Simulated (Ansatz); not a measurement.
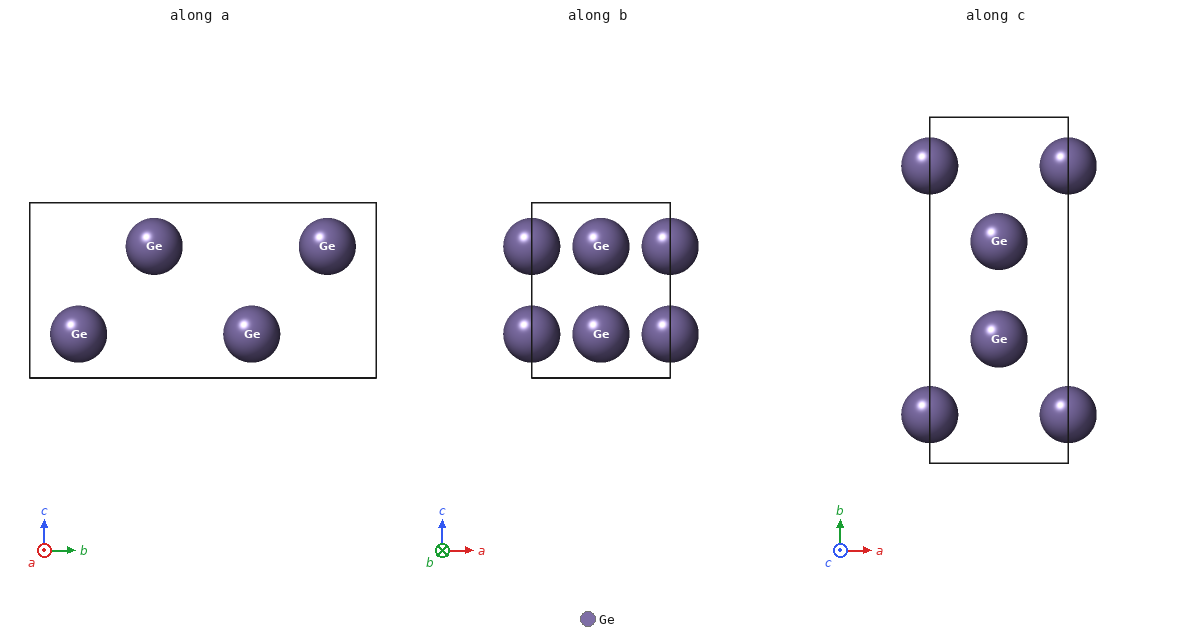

This spheres-only model is shown along the a axis, along the b axis and along the c axis. Thin lines show the conventional unit cell, with boundary atoms drawn in all their periodic places.

Lattice parameters: a = 2.9275 Å, b = 7.3232 Å, c = 3.7094 Å, α = 90.000°, β = 90.000°, γ = 90.000°.

Question: Give the atomic positions as a CIF with its space group and independent sites, with free fractional coordinates to two decimals.

Answer:
```cif
data_structure
_symmetry_space_group_name_H-M 'C m c m'
_symmetry_Int_Tables_number 63
_cell_length_a 2.9275
_cell_length_b 7.3232
_cell_length_c 3.7094
_cell_angle_alpha 90.000
_cell_angle_beta 90.000
_cell_angle_gamma 90.000
_cell_volume 79.53
loop_
_atom_site_label
_atom_site_type_symbol
_atom_site_symmetry_multiplicity
_atom_site_Wyckoff_symbol
_atom_site_fract_x
_atom_site_fract_y
_atom_site_fract_z
_atom_site_occupancy
Ge1 Ge 4 c 0.50 0.64 0.25 1
```

Provenance: a structure type filled with this element by a generator (whether the element takes this form wasn't checked). The structure drawn was relaxed with DFT PBE, scalar-relativistic, plane waves, PAW in Ansatz.
